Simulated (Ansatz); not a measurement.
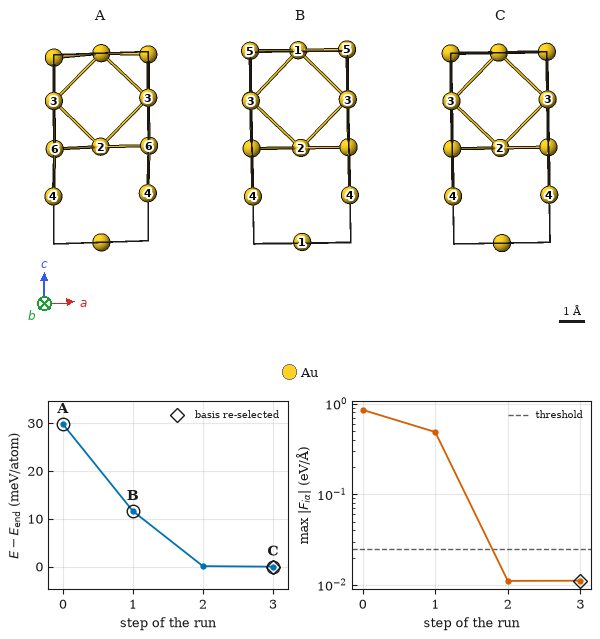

Frames of a relaxation of a crystal of Au (a generated structure, set up in P1) (coarse preliminary run), marked on the history of the run. The picture is a ball-and-stick view of the cell of the calculation, seen along the b axis.

Level of theory: DFT PBE, scalar-relativistic, plane waves, PAW in Ansatz 0.2.0. Set-up: plane-wave cutoff 420 eV; k-point mesh 6 × 6 × 4; occupations gaussian; smearing width 0.2 eV; no spin polarisation; cell and atoms relaxed; force threshold 0.025 eV/Å; at most 60 steps.

Question: What happens along the run?

Answer: Au5 moves most relative to the cell: 0.13 Å along [0 −1 1]. The volume changes by +1.9 %, with a 3.921 → 3.994 Å (+1.9 %), b 4.025 → 3.994 Å (−0.8 %), c 7.855 → 7.911 Å (+0.7 %), β 88.0° → 90.0°. Near-neighbour distances that change, for instance: Au3–Au5 2.665 → 2.811 Å, Au1–Au3 2.688 → 2.810 Å, Au4–Au5 2.918 → 2.812 Å, Au2–Au3 2.712 → 2.810 Å. The space group (tolerance 0.01 Å) goes from P1 (No. 1) to P4/mmm (No. 123). After 2 accepted moves (3 points after the start) the energy has fallen by 29.8 meV per atom. The largest force component goes from 0.86 to 0.011 eV/Å. The pressure goes from 3.12 to 0.10 GPa. At 1 point the geometry stayed and the basis and grid were re-selected for the new cell (energy shift of 0.1 meV per atom at most each time). Cost: 3 min on 1 thread of Intel(R) Xeon(R) Platinum 8375C CPU @ 2.90GHz (Ice Lake) (shared host), peak memory 0.73 GiB. From step 0 to 1: Au5 moves most (0.20 Å), volume +4.3 %, energy −18.2 meV per atom. From step 1 to 3: Au5 moves most (0.06 Å), volume −2.4 %, energy −11.6 meV per atom.
